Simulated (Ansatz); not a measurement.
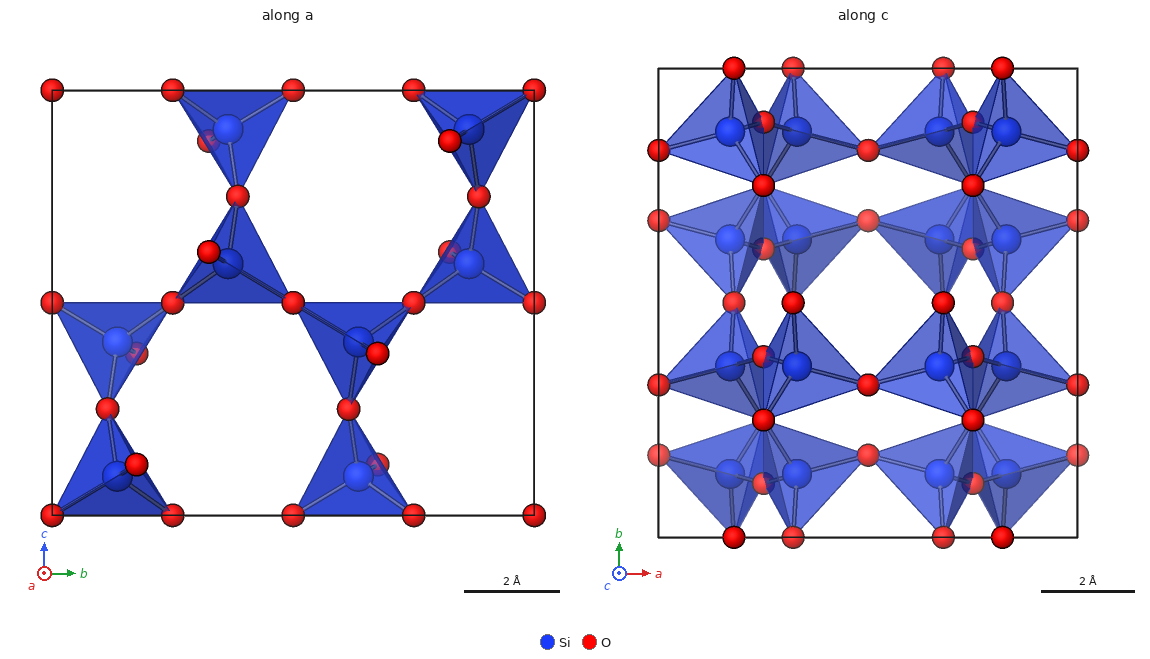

The figure gives a polyhedral picture of the atoms, viewed along the a axis and along the c axis. The edges of the conventional unit cell are marked.

SiO2, space group Cmce (No. 64), a = 9.07 Å, b = 10.16 Å, c = 8.96 Å, α = 90.00°, β = 90.00°, γ = 90.00°.

Calculation details: DFT r2SCAN, scalar-relativistic, plane waves, PAW (Ansatz); a kinetic-energy cutoff of 500 eV, k-points about 0.23 Å⁻¹ apart, Gaussian smearing of 0.02 eV, no spin polarisation.

### What is the electronic character?

An insulator at this level, with a gap of 6.12 eV on the k-mesh (the true edges may lie between mesh points, so the gap can be somewhat smaller).

The cell started as a structure listed in the Materials Project. A relaxation with Ansatz, DFT r2SCAN, scalar-relativistic, plane waves, PAW gave the geometry drawn.
